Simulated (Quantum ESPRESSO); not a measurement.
## Run report: PbS, single-point calculation

System: PbS (Fm-3m, 2 atoms in the cell).
Method: Kohn-Sham DFT of a periodic cell, RGE2, PseudoDojo 0.4.1 SR PBE standard, no spin polarisation (Quantum ESPRESSO 7.5).

The structure derives from an entry of the Crystallography Open Database. The volume is scaled by 1.06.

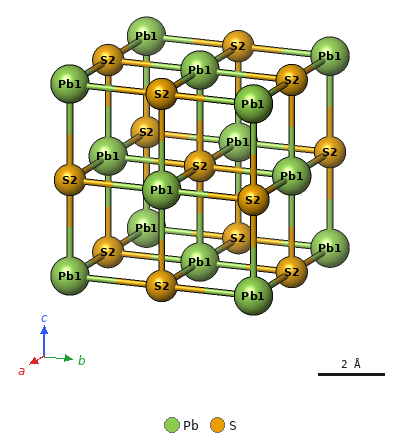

*The structure as given in the input (ball-and-stick view of the cell 4 times as large as that of the calculation, set on its symmetry axes, seen slightly off an axis; atoms are numbered from 1 in the order of the input). An atom can appear more than once, as a periodic image.*

Near neighbours in the periodic cell (some may lie outside the picture): Pb has 6 S at 3.02 Å; S has 6 Pb at 3.02 Å.

### Input
```
&CONTROL
  calculation = 'scf'
  prefix = 'pwscf'
  outdir = './tmp'
  pseudo_dir = './pseudo'
  tprnfor = .true.
  tstress = .true.
  disk_io = 'nowf'
/
&SYSTEM
  ibrav = 0
  nat = 2
  ntyp = 2
  ecutwfc = 56
  nbnd = 16
  input_dft = 'XC-000I-000I-142L-143L-000I-000I'
  occupations = 'smearing'
  smearing = 'fd'
  degauss = 0.00367493
/
&ELECTRONS
  conv_thr = 4d-10
  electron_maxstep = 120
  mixing_beta = 0.5
/
ATOMIC_SPECIES
Pb   207.2000 Pb.upf
S     32.0600 S.upf
CELL_PARAMETERS angstrom
   0.0000000000    3.0239167281    3.0239167281
   3.0239167281    0.0000000000    3.0239167281
   3.0239167281    3.0239167281    0.0000000000
ATOMIC_POSITIONS crystal
Pb     0.0000000000    0.0000000000    0.0000000000
S      0.5000000000    0.5000000000    0.5000000000
K_POINTS automatic
8 8 8 0 0 0
```

Run on 1 thread of AMD EPYC (Zen 3), 24 GiB of memory available, shared host.

Run as:
```bash
OMP_NUM_THREADS=1 pw.x -in pw.in > pw.out
```

### The program's output
```
This program is part of the open-source Quantum ESPRESSO suite
     for quantum simulation of materials; please cite
         "P. Giannozzi et al., J. Phys.:Condens. Matter 21 395502 (2009);
         "P. Giannozzi et al., J. Phys.:Condens. Matter 29 465901 (2017);
         "P. Giannozzi et al., J. Chem. Phys. 152 154105 (2020);
          URL
     in publications or presentations arising from this work. More details at

     IMPORTANT: XC functional enforced from input :
     Exchange-correlation= XC-000I-000I-142L-143L-000I-000I
                           (   0   0 142 143   0   0   0)
     Any further DFT definition will be discarded
     Please, verify this is what you really want

     Message from routine setup:
     using ibrav=0 with symmetry is DISCOURAGED, use correct ibrav instead

     G-vector sticks info
     --------------------
     sticks:   dense  smooth     PW     G-vecs:    dense   smooth      PW
     Sum        1015    1015    301                21187    21187    3479

     Using Slab Decomposition

     bravais-lattice index     =            0
     lattice parameter (alat)  =       8.0813  a.u.
     unit-cell volume          =     373.1952 (a.u.)^3
     number of atoms/cell      =            2
     number of atomic types    =            2
     number of electrons       =        20.00
     number of Kohn-Sham states=           16
     kinetic-energy cutoff     =      56.0000  Ry
     charge density cutoff     =     224.0000  Ry
     scf convergence threshold =      4.0E-10
     mixing beta               =       0.5000
     number of iterations used =            8  plain     mixing
     Exchange-correlation= XC-000I-000I-142L-143L-000I-000I
                           (   0   0 142 143   0   0   0)

     celldm(1)=   8.081346  celldm(2)=   0.000000  celldm(3)=   0.000000
     celldm(4)=   0.000000  celldm(5)=   0.000000  celldm(6)=   0.000000

     crystal axes: (cart. coord. in units of alat)
               a(1) = (   0.000000   0.707107   0.707107 )
               a(2) = (   0.707107   0.000000   0.707107 )
               a(3) = (   0.707107   0.707107   0.000000 )

     reciprocal axes: (cart. coord. in units 2 pi/alat)
               b(1) = ( -0.707107  0.707107  0.707107 )
               b(2) = (  0.707107 -0.707107  0.707107 )
               b(3) = (  0.707107  0.707107 -0.707107 )

     PseudoPot. # 1 for Pb read from file:
     Pb.upf
     Pseudo is Norm-conserving + core correction, Zval = 14.0
     Generated using ONCVPSP code by D. R. Hamann
     Using radial grid of 1678 points,  6 beta functions with:
                l(1) =   0
                l(2) =   0
                l(3) =   1
                l(4) =   1
                l(5) =   2
                l(6) =   2

     PseudoPot. # 2 for S  read from file:
     S.upf
     Pseudo is Norm-conserving + core correction, Zval =  6.0
     Generated using ONCVPSP code by D. R. Hamann
     Using radial grid of 1146 points,  6 beta functions with:
                l(1) =   0
                l(2) =   0
                l(3) =   1
                l(4) =   1
                l(5) =   2
                l(6) =   2

     atomic species   valence    mass     pseudopotential
     Pb               14.00   207.20000     Pb( 1.00)
     S                 6.00    32.06000     S ( 1.00)

     48 Sym. Ops., with inversion, found

   Cartesian axes

     site n.     atom                  positions (alat units)
         1        Pb     tau(   1) = (   0.0000000   0.0000000   0.0000000  )
         2        S      tau(   2) = (   0.7071068   0.7071068   0.7071068  )

     number of k points=    29  Fermi-Dirac smearing, width (Ry)=  0.0037
                       cart. coord. in units 2pi/alat
        k(    1) = (   0.0000000   0.0000000   0.0000000), wk =   0.0039062
        k(    2) = (   0.0883883   0.0883883  -0.0883883), wk =   0.0312500
        k(    3) = (   0.1767767   0.1767767  -0.1767767), wk =   0.0312500
        k(    4) = (   0.2651650   0.2651650  -0.2651650), wk =   0.0312500
        k(    5) = (  -0.3535534  -0.3535534   0.3535534), wk =   0.0156250
        k(    6) = (   0.1767767   0.0000000   0.0000000), wk =   0.0234375
        k(    7) = (   0.2651650   0.0883883  -0.0883883), wk =   0.0937500
        k(    8) = (   0.3535534   0.1767767  -0.1767767), wk =   0.0937500
        k(    9) = (  -0.2651650  -0.4419417   0.4419417), wk =   0.0937500
        k(   10) = (  -0.1767767  -0.3535534   0.3535534), wk =   0.0937500
        k(   11) = (  -0.0883883  -0.2651650   0.2651650), wk =   0.0937500
        k(   12) = (   0.0000000  -0.1767767   0.1767767), wk =   0.0468750
        k(   13) = (   0.3535534   0.0000000   0.0000000), wk =   0.0234375
        k(   14) = (   0.4419417   0.0883883  -0.0883883), wk =   0.0937500
        k(   15) = (  -0.1767767  -0.5303301   0.5303301), wk =   0.0937500
        k(   16) = (  -0.0883883  -0.4419417   0.4419417), wk =   0.0937500
        k(   17) = (   0.0000000  -0.3535534   0.3535534), wk =   0.0468750
        k(   18) = (   0.5303301  -0.0000000   0.0000000), wk =   0.0234375
        k(   19) = (  -0.0883883  -0.6187184   0.6187184), wk =   0.0937500
        k(   20) = (   0.0000000  -0.5303301   0.5303301), wk =   0.0468750
        k(   21) = (  -0.7071068   0.0000000   0.0000000), wk =   0.0117188
        k(   22) = (   0.3535534   0.1767767   0.0000000), wk =   0.0937500
        k(   23) = (  -0.2651650  -0.4419417   0.6187184), wk =   0.1875000
        k(   24) = (  -0.1767767  -0.3535534   0.5303301), wk =   0.0937500
        k(   25) = (  -0.1767767  -0.5303301   0.7071068), wk =   0.0937500
        k(   26) = (  -0.0883883  -0.4419417   0.6187184), wk =   0.1875000
        k(   27) = (   0.0000000  -0.3535534   0.5303301), wk =   0.0937500
        k(   28) = (  -0.7071068   0.1767767  -0.0000000), wk =   0.0468750
        k(   29) = (  -0.7071068   0.3535534   0.0000000), wk =   0.0234375

     Dense  grid:    21187 G-vectors     FFT dimensions: (  40,  40,  40)

     WARNING: libxc functional with ID  143 depends
      on external parameters: check the user_guide of
      QE if you need to modify them or to check their
      default values.

     Initial potential from superposition of free atoms

     starting charge      19.9978, renormalised to      20.0000
     Starting wfcs are   13 randomized atomic wfcs +    3 random wfcs

     Self-consistent Calculation

     iteration #  1     ecut=    56.00 Ry     beta= 0.50
     Davidson diagonalization with overlap
     ethr =  1.00E-02,  avg # of iterations =  5.1

     Threshold (ethr) on eigenvalues was too large:
     Diagonalizing with lowered threshold

     Davidson diagonalization with overlap
     ethr =  6.43E-04,  avg # of iterations =  1.5

     total energy              =    -162.45832784 Ry
     estimated scf accuracy    <       0.12440866 Ry

     iteration #  2     ecut=    56.00 Ry     beta= 0.50
     Davidson diagonalization with overlap
     ethr =  6.22E-04,  avg # of iterations =  2.4

     total energy              =    -162.49226226 Ry
     estimated scf accuracy    <       0.02110697 Ry

     iteration #  3     ecut=    56.00 Ry     beta= 0.50
     Davidson diagonalization with overlap
     ethr =  1.06E-04,  avg # of iterations =  3.2

     total energy              =    -162.49624390 Ry
     estimated scf accuracy    <       0.00110832 Ry

     iteration #  4     ecut=    56.00 Ry     beta= 0.50
     Davidson diagonalization with overlap
     ethr =  5.54E-06,  avg # of iterations =  6.8

     total energy              =    -162.49632964 Ry
     estimated scf accuracy    <       0.00002399 Ry

     iteration #  5     ecut=    56.00 Ry     beta= 0.50
     Davidson diagonalization with overlap
     ethr =  1.20E-07,  avg # of iterations =  2.3

     total energy              =    -162.49633195 Ry
     estimated scf accuracy    <       0.00000404 Ry

     iteration #  6     ecut=    56.00 Ry     beta= 0.50
     Davidson diagonalization with overlap
     ethr =  2.02E-08,  avg # of iterations =  2.0

     total energy              =    -162.49633290 Ry
     estimated scf accuracy    <       0.00000061 Ry

     iteration #  7     ecut=    56.00 Ry     beta= 0.50
     Davidson diagonalization with overlap
     ethr =  3.07E-09,  avg # of iterations =  1.4

     total energy              =    -162.49633287 Ry
     estimated scf accuracy    <       0.00000015 Ry

     iteration #  8     ecut=    56.00 Ry     beta= 0.50
     Davidson diagonalization with overlap
     ethr =  7.68E-10,  avg # of iterations =  2.0

     total energy              =    -162.49633290 Ry
     estimated scf accuracy    <       0.00000003 Ry

     iteration #  9     ecut=    56.00 Ry     beta= 0.50
     Davidson diagonalization with overlap
     ethr =  1.48E-10,  avg # of iterations =  1.1

     total energy              =    -162.49633291 Ry
     estimated scf accuracy    <          4.4E-10 Ry

     iteration # 10     ecut=    56.00 Ry     beta= 0.50
     Davidson diagonalization with overlap
     ethr =  2.22E-12,  avg # of iterations =  3.7

     End of self-consistent calculation

          k = 0.0000 0.0000 0.0000 (  2685 PWs)   bands (ev):

    -8.8555  -8.8555  -8.8555  -8.8360  -8.8360  -5.3243   1.6497   5.8842
     5.8842   5.8842  12.8130  12.8130  12.8130  14.5525  14.5526  14.5526

          k = 0.0884 0.0884-0.0884 (  2676 PWs)   bands (ev):

    -8.8548  -8.8525  -8.8525  -8.8371  -8.8371  -5.2027   1.2804   5.9206
     5.9206   6.1487  11.6743  12.1133  12.1133  14.4708  14.9034  14.9034

          k = 0.1768 0.1768-0.1768 (  2650 PWs)   bands (ev):

    -8.8543  -8.8543  -8.8533  -8.8306  -8.8306  -4.8672   0.4526   6.0246
     6.0246   6.6985  10.1111  10.9932  10.9932  14.6220  15.7414  15.7414

          k = 0.2652 0.2652-0.2652 (  2629 PWs)   bands (ev):

    -8.8613  -8.8613  -8.8523  -8.8189  -8.8189  -4.4388  -0.3801   6.1596
     6.1596   7.2728   8.8979  10.1419  10.1419  15.4192  16.9641  16.9642

          k =-0.3536-0.3536 0.3536 (  2638 PWs)   bands (ev):

    -8.8646  -8.8646  -8.8519  -8.8137  -8.8137  -4.2131  -0.7564   6.2285
     6.2285   7.7255   8.2229   9.8215   9.8215  16.2580  17.9511  17.9511

          k = 0.1768 0.0000 0.0000 (  2673 PWs)   bands (ev):

    -8.8584  -8.8485  -8.8485  -8.8456  -8.8330  -5.1607   1.2292   5.6951
     5.6951   6.5730  10.7873  12.5470  12.5470  13.6746  15.6022  15.6022

          k = 0.2652 0.0884-0.0884 (  2649 PWs)   bands (ev):

    -8.8602  -8.8565  -8.8452  -8.8396  -8.8270  -4.8930   0.6790   5.5920
     5.6535   6.8739   9.8026  11.7510  11.9937  13.7374  16.0704  16.4183

          k = 0.3536 0.1768-0.1768 (  2630 PWs)   bands (ev):

    -8.8703  -8.8530  -8.8508  -8.8302  -8.8166  -4.4864  -0.0721   5.6637
     5.6926   6.7751   9.4073  10.9270  11.1010  14.3924  16.8817  17.4972

          k =-0.2652-0.4419 0.4419 (  2638 PWs)   bands (ev):

    -8.8743  -8.8570  -8.8490  -8.8228  -8.8129  -4.1686  -0.5950   5.4907
     5.8959   6.8639   9.1030  10.3645  10.7623  15.5461  17.6205  18.0923

          k =-0.1768-0.3536 0.3536 (  2641 PWs)   bands (ev):

    -8.8693  -8.8583  -8.8486  -8.8201  -8.8198  -4.2452  -0.4947   5.2359
     6.1724   7.2343   8.8167  10.0264  11.1316  15.7593  16.8317  17.8133

          k =-0.0884-0.2652 0.2652 (  2640 PWs)   bands (ev):

    -8.8590  -8.8535  -8.8513  -8.8338  -8.8239  -4.6313   0.1246   5.2113
     6.2898   7.2224   9.2259  10.2744  11.6638  15.0916  15.6343  17.3165

          k = 0.0000-0.1768 0.1768 (  2643 PWs)   bands (ev):

    -8.8545  -8.8511  -8.8476  -8.8445  -8.8312  -5.0077   0.8326   5.4791
     6.1667   6.6896  10.4158  11.0934  12.1388  14.7830  14.9432  15.9788

          k = 0.3536 0.0000 0.0000 (  2650 PWs)   bands (ev):

    -8.8805  -8.8656  -8.8312  -8.8312  -8.8255  -4.7032   0.6419   5.2568
     5.2568   6.2196  10.1713  12.5818  12.5818  12.6425  17.4943  17.6558

          k = 0.4419 0.0884-0.0884 (  2642 PWs)   bands (ev):

    -8.8996  -8.8652  -8.8322  -8.8237  -8.8151  -4.3668   0.2855   4.9750
     5.1463   5.5101  10.7995  11.9045  12.2861  13.1960  17.9831  18.1450

          k =-0.1768-0.5303 0.5303 (  2645 PWs)   bands (ev):

    -8.9043  -8.8559  -8.8386  -8.8235  -8.8110  -4.0527  -0.1615   4.3522
     5.2997   5.7434  10.6043  11.5360  11.9608  14.0661  18.1978  18.5312

          k =-0.0884-0.4419 0.4419 (  2629 PWs)   bands (ev):

    -8.8936  -8.8445  -8.8424  -8.8303  -8.8179  -4.0052  -0.3502   4.1149
     5.6784   6.3176   9.9246  10.7735  12.1296  15.5422  17.1012  17.1835

          k = 0.0000-0.3536 0.3536 (  2642 PWs)   bands (ev):

    -8.8746  -8.8486  -8.8434  -8.8294  -8.8279  -4.2752  -0.1910   4.4281
     6.1196   7.0369   9.2231  10.2453  12.0124  16.1232  16.3052  17.4835

          k = 0.5303-0.0000 0.0000 (  2646 PWs)   bands (ev):

    -8.9298  -8.8728  -8.8180  -8.8133  -8.8133  -4.1370   0.4868   4.1221
     4.8470   4.8470  11.9966  12.0570  12.9860  12.9860  18.2524  18.8478

          k =-0.0884-0.6187 0.6187 (  2632 PWs)   bands (ev):

    -8.9390  -8.8701  -8.8209  -8.8113  -8.8082  -3.9227   0.3768   3.4179
     4.8478   4.9710  11.7414  12.6687  12.7076  13.2527  19.1405  19.3423

          k = 0.0000-0.5303 0.5303 (  2624 PWs)   bands (ev):

    -8.9231  -8.8574  -8.8297  -8.8196  -8.8124  -3.8649   0.0107   3.4175
     5.1517   5.5027  11.0683  11.8137  12.7040  13.9612  18.0603  18.4641

          k =-0.7071 0.0000 0.0000 (  2650 PWs)   bands (ev):

    -8.9538  -8.8758  -8.8149  -8.8057  -8.8057  -3.8641   0.6624   3.0229
     4.6854   4.6854  11.7800  13.1474  13.2398  13.2398  18.7528  19.6700

          k = 0.3536 0.1768 0.0000 (  2639 PWs)   bands (ev):

    -8.8732  -8.8582  -8.8432  -8.8318  -8.8214  -4.5846   0.2774   4.9931
     5.8109   6.6043   9.7723  11.1347  11.9863  14.0732  17.0125  17.4845

          k =-0.2652-0.4419 0.6187 (  2640 PWs)   bands (ev):

    -8.8850  -8.8521  -8.8457  -8.8268  -8.8171  -4.2107  -0.1963   4.6789
     5.3933   6.7208   9.6341  10.9380  11.8508  14.7903  17.4424  17.9574

          k =-0.1768-0.3536 0.5303 (  2636 PWs)   bands (ev):

    -8.8895  -8.8520  -8.8401  -8.8309  -8.8137  -4.0255  -0.4262   4.6671
     5.0509   6.8886   9.3795  11.1505  11.7199  15.7152  16.2489  18.6431

          k =-0.1768-0.5303 0.7071 (  2648 PWs)   bands (ev):

    -8.9163  -8.8637  -8.8317  -8.8154  -8.8135  -4.0782   0.1502   4.2380
     4.5519   5.7928  11.1166  11.9752  12.1423  13.8821  18.3640  18.7197

          k =-0.0884-0.4419 0.6187 (  2635 PWs)   bands (ev):

    -8.9161  -8.8531  -8.8356  -8.8258  -8.8093  -3.8915  -0.0457   3.7679
     4.3870   6.4104  10.3326  12.0150  12.4220  14.6585  16.9429  19.3325

          k = 0.0000-0.3536 0.5303 (  2638 PWs)   bands (ev):

    -8.9026  -8.8445  -8.8411  -8.8323  -8.8139  -3.9515  -0.1867   3.9378
     4.7058   6.8476   9.6910  11.6294  12.2682  15.8396  15.9189  18.6366

          k =-0.7071 0.1768-0.0000 (  2636 PWs)   bands (ev):

    -8.9381  -8.8660  -8.8230  -8.8165  -8.8057  -3.8446   0.3166   3.2217
     4.3805   5.6145  11.6517  11.9405  12.9099  13.9668  18.1626  19.2047

          k =-0.7071 0.3536 0.0000 (  2656 PWs)   bands (ev):

    -8.9195  -8.8417  -8.8417  -8.8341  -8.8057  -3.8241   0.0344   3.7512
     3.7512   6.8747   9.9618  12.3904  12.3904  15.7973  15.7973  19.4886

     the Fermi energy is     7.9743 ev

!    total energy              =    -162.49633291 Ry
     estimated scf accuracy    <          1.5E-10 Ry
     smearing contrib. (-TS)   =      -0.00000472 Ry
     internal energy E=F+TS    =    -162.49632819 Ry

     The total energy is F=E-TS. E is the sum of the following terms:
     one-electron contribution =     -39.00885353 Ry
     hartree contribution      =      31.43581845 Ry
     xc contribution           =     -45.83321339 Ry
     ewald contribution        =    -109.09007972 Ry

     convergence has been achieved in  10 iterations

     Forces acting on atoms (cartesian axes, Ry/au):

     atom    1 type  1   force =     0.00000000   -0.00000000   -0.00000000
     atom    2 type  2   force =     0.00000000   -0.00000000   -0.00000000

     Total force =     0.000000     Total SCF correction =     0.000000

     Computing stress (Cartesian axis) and pressure

          total   stress  (Ry/bohr**3)                   (kbar)     P=      -27.11
  -0.00018426  -0.00000000   0.00000000          -27.11       -0.00        0.00
  -0.00000000  -0.00018426   0.00000000           -0.00      -27.11        0.00
   0.00000000  -0.00000000  -0.00018426            0.00       -0.00      -27.11

=------------------------------------------------------------------------------=
   JOB DONE.
=------------------------------------------------------------------------------=
```

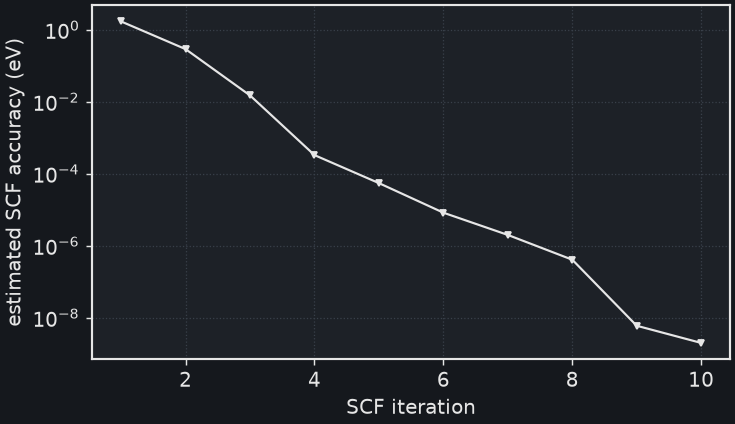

*Convergence of the self-consistent field: estimated SCF accuracy against the iteration.*

The field takes 10 iterations in all.

### Summary

- outcome: converged
- space group (tolerance 0.01 Å): Fm-3m (225)
- electrons treated: 20
- free energy: −2210.8752 eV
- Fermi energy: 7.974 eV
- gap on the k-point mesh: 0.50 eV
- pressure: −2.71 GPa
- largest force (length of the vector): under 0.001 eV/Å
- wall time: 16 s
- peak memory: 0.07 GiB

### Remarks

Further notes kept with the run: potentials made for another functional. Points of doubt noted for this run: potentials made for another functional. Spin–orbit coupling is left out, which matters for Pb.
